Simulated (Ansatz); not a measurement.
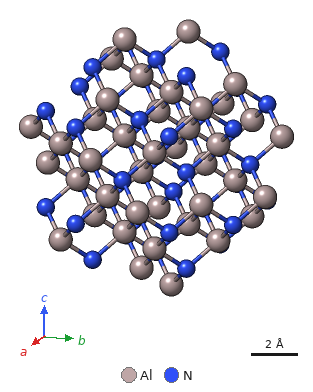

A defect cell of composition Al$_{7}$N$_{8}$, before the relaxation. A ball-and-stick model of the atoms within 5.8 Å of the atom that moves most (axes of the conventional cell (4 times the calculation's cell) (origin shifted)), seen slightly off an axis. Lengths and directions refer to the drawn axes.

These are results of Ansatz, DFT PBE, scalar-relativistic, plane waves, PAW; settings changed, not measurements.

Input file:
```yaml
crystal:
  lattice:
    - [-4.4031742003, 0.0, 4.4031742003]
    - [-4.4031742003, -4.4031742003, 0.0]
    - [0.0, -4.4031742003, 4.4031742003]
  atoms:
    - { symbol: Al, position: [0.0, 0.0, 0.5] }
    - { symbol: Al, position: [0.0, 0.5, 0.0] }
    - { symbol: Al, position: [0.0, 0.0, 0.0] }
    - { symbol: Al, position: [0.5, 0.5, 0.5] }
    - { symbol: Al, position: [0.5, 0.0, 0.5] }
    - { symbol: Al, position: [0.5, 0.5, 0.0] }
    - { symbol: Al, position: [0.5, 0.0, 0.0] }
    - { symbol: "N", position: [0.375, 0.375, 0.375] }
    - { symbol: "N", position: [0.375, 0.875, 0.375] }
    - { symbol: "N", position: [0.375, 0.375, 0.875] }
    - { symbol: "N", position: [0.375, 0.875, 0.875] }
    - { symbol: "N", position: [0.875, 0.375, 0.375] }
    - { symbol: "N", position: [0.875, 0.875, 0.375] }
    - { symbol: "N", position: [0.875, 0.375, 0.875] }
    - { symbol: "N", position: [0.875, 0.875, 0.875] }
basis:
  ecutwfc: 420
kpoints:
  mp_grid: { grid: [4, 4, 4] }
hamiltonian:
  xc: pbe
scf:
  occupations: { method: tetrahedron_uncorrected }
  n_extra_bands: 32
  initial_density: { chi_scale: 0.3 }
output:
  forces: true
  eigenvalues: true
  stress: true
relax:
  adjacent_minimum: "off"
  f_tol: 0.02
  max_steps: 50
```

Command:
```bash
ansatz run input.yaml --threads 4 --pin off --max-ram 9216MiB --backend cpu --events-out ev --progress --plain --runs-dir out
```

What does the optimiser find from here?

The energy falls by 0.750 eV per cell of the calculation in 3 accepted moves (4 points after the start). Largest force component: 0.98 eV/Å at the start, 0.0053 eV/Å at the end. 1 step only repeated the SCF at the same geometry. The largest moves, 0.18 Å, are those of N8, N12, N13 and N14. N8 goes along [−1 −1 1]. Largest moves by element: N 0.18 Å, Al 0.03 Å. The lattice vectors keep their values. Some distances before and after: Al1–N12 1.907 → 1.875 Å, Al1–N15 1.907 → 1.888 Å. Among the angles between lasting bonds that change: N12–Al2–N14 109.5° → 97.2°, Al1–N12–Al2 109.5° → 114.9°, N10–Al2–N12 109.5° → 112.0°. The run took 3.8 s on 4 threads of Intel(R) Xeon(R) Platinum 8488C (Sapphire Rapids) (shared host), peak memory 0.55 GiB.

Step by step:

```tsv
step	E − E(0), meV/atom	largest force component, eV/Å	note
0	0.00	0.9767	
1	-43.72	0.3756	
2	-49.81	0.1572	
3	-50.02	0.0053	
4	-50.02	0.0053	same geometry, SCF repeated
```

After the run, drawn alike:

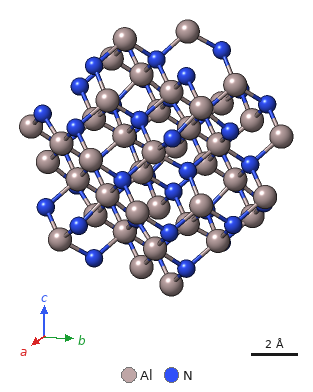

Limits of the set-up: the cell has an odd number of electrons but was run without spin polarisation; the periodic images lie only 6.2 Å apart, so the values are limited by the cell's size.
